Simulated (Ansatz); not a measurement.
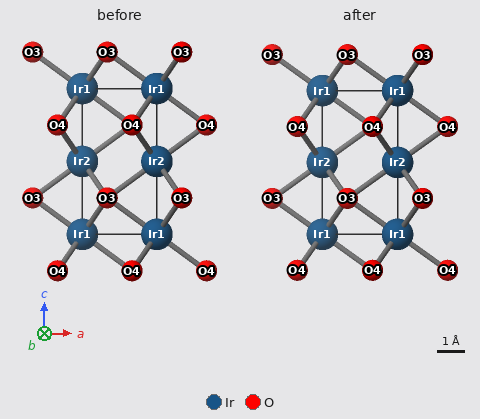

The structure of solid IrO (built on the nickel arsenide type) before (left) and after (right) a relaxation, at one scale.

The picture is a ball-and-stick view of the cell of the calculation, seen along the b axis.

Method: Ansatz 0.2.0, DFT PBE, scalar-relativistic, plane waves, PAW.

The input:
```yaml
crystal:
  lattice:
    - [3.1947035168, 0.0, 0.0]
    - [-1.5973517584, 2.7666944031, 0.0]
    - [0.0, 0.0, 5.4137024561]
  atoms:
    - { symbol: Ir, position: [0.0, 0.0, 0.0] }
    - { symbol: Ir, position: [0.0, 0.0, 0.5] }
    - { symbol: O, position: [0.3333333333, 0.6666666667, 0.25] }
    - { symbol: O, position: [0.6666666667, 0.3333333333, 0.75] }
basis:
  ecutwfc: 420
kpoints:
  mp_grid: { grid: [18, 18, 8] }
hamiltonian:
  xc: pbe
scf:
  occupations: { method: gaussian, width: 0.1 }
output:
  forces: true
  stress: true
  eigenvalues: true
  write_density: true
  write_potential: true
  elf: true
  volumetric_format: npy
relax:
  adjacent_minimum: "off"
  f_tol: 0.01
  max_steps: 80
  cell: { stress_tol: 0.05 }
```

Launched with:
```bash
ansatz run input.yaml --threads 1 --pin off --max-ram 2560MiB --backend cpu --events-out ev --progress --plain --runs-dir out
```

Question: Summarise the run.

Answer: No atom moves by more than 0.005 Å relative to the cell. Cell: a = b 3.195 → 3.223 Å (+0.9 %), c 5.414 → 5.339 Å (−1.4 %). Volume +0.4 %. Near-neighbour distances that change, for instance: Ir1–Ir2 2.707 → 2.669 Å. The space group stays P6_3/mmc (No. 194). Over 3 accepted moves (5 points after the start) the energy falls by 1.4 meV per atom. All forces vanish by symmetry, so only the cell relaxes. The pressure goes from −0.47 to 0.01 GPa. The SCF was repeated twice at an unchanged geometry on a basis and grid sized afresh for the cell, which shifted the energy by 0.2 meV per atom at most. The run took 110 s on 1 thread of Intel(R) Xeon(R) Processor @ 2.50GHz (Skylake/Cascade Lake), on a shared host, peak memory 0.5 GiB.
